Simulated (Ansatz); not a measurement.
# Al: what the fields show

The calculation's input:

```
crystal:
  lattice:
    - [5.6802108456, 4.0584e-06, 0.0089362835]
    - [-2.8401019081, 4.9192089204, -0.0089362835]
    - [-1.4163555681, 0.8177332685, 2.3076234583]
  atoms:
    - { symbol: Al, position: [0.0, 0.5, 0.0] }
    - { symbol: Al, position: [0.5, 0.5, 0.0] }
    - { symbol: Al, position: [0.0, 0.0, 0.0] }
    - { symbol: Al, position: [0.5, 0.0, 0.0] }
basis:
  ecutwfc: 420
kpoints:
  mp_grid: { grid: [6, 6, 15] }
hamiltonian:
  xc: pbe
scf:
  occupations: { method: gaussian, width: 0.1 }
output:
  forces: true
  stress: true
  eigenvalues: true
  write_density: true
  write_potential: true
  elf: true
  volumetric_format: npy
```

Run with:

```sh
ansatz run input.yaml --threads 4 --pin off --max-ram 10240MiB --backend cpu --events-out ev --progress --plain --runs-dir out
```

Space group C2/m; changed on purpose from its base cell (band edges of the strained film's bulk).

Method: Ansatz 0.2.0, DFT PBE, scalar-relativistic, plane waves, PAW.

Core electrons are frozen (PAW), and the valence fields are smoothed inside the atomic spheres.

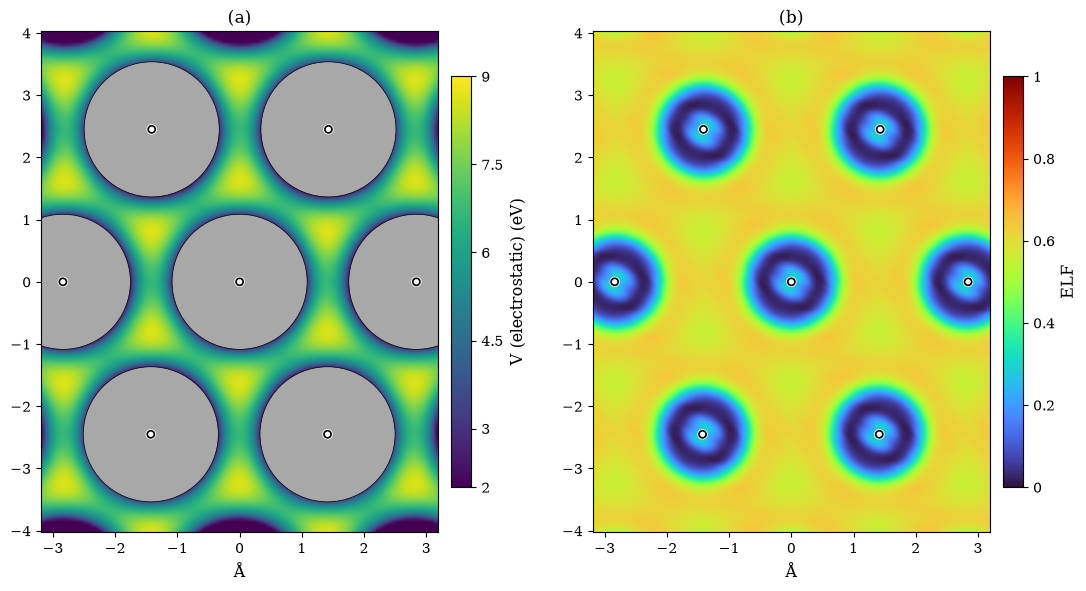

Figure 1. (a) electrostatic potential (local pseudopotential plus Hartree) felt by an electron; (b) electron localisation function on the (010) plane of the calculation cell. Circles mark the nuclei in the plane (Al). Grey discs cover the atomic cores in the potential map.

Q: Read the bonding off the picture.

A:
- The plane passes through Al nuclei.
- Al–Al (2.83 Å): the ELF peaks at about 0.65 between the atoms.
- Outside the cores the potential energy rises away from the atoms and is highest about 1.6 Å from the nearest atoms; its zero is arbitrary.

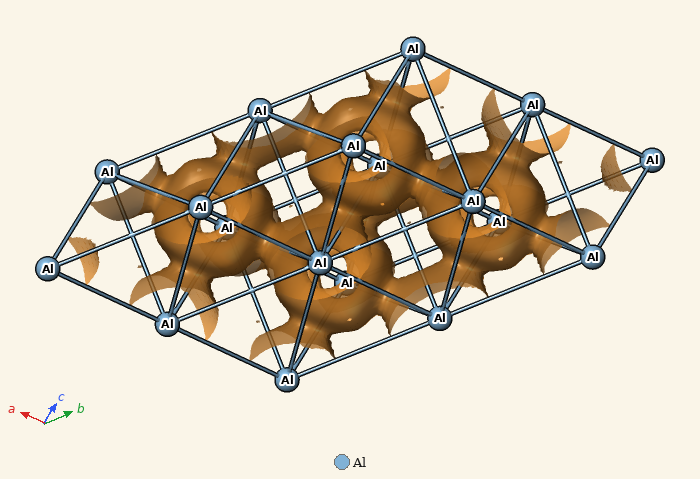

Figure 2. Isosurface of the electron localisation function at 0.55 (orange), seen at an oblique angle. Only the valence region is drawn (cores and ρ < 0.01 e/Å³ removed). Sticks mark near contacts.

Q: Identify the bonds, lone pairs and shells in this picture.

A: At this value the surface marks out one network that runs through the whole crystal, counted in one cell of 4 atoms. Any copies at cell faces, edges or corners count once. There are no localised bonds or lone pairs at this value.

Q: Does the calculation give a band gap?

A: It is metallic or semimetallic at this level of theory: no gap opens.
